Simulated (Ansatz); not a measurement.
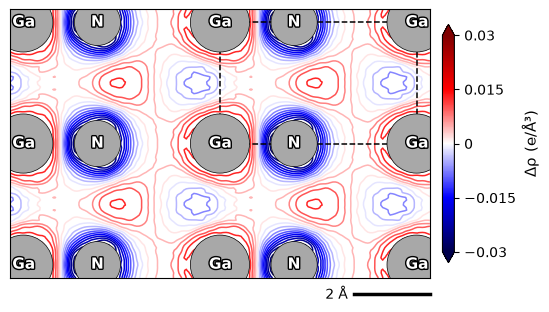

GaN. Difference of the valence pseudo-densities of two functionals at the same geometry, on the (11̄0) plane of the calculation cell: PBEsol less r2SCAN.

Both computed with Ansatz (plane waves, PAW), on the same k-point mesh. Grey discs cover the atomic cores.

Question: What does the difference map show?

Answer: Against r2SCAN, PBEsol gives more density around Ga (+0.010 e/Å³ on average at 1.0 Å from the nucleus) and less density around N (−0.018 e/Å³ on average at 0.8 Å from the nucleus).
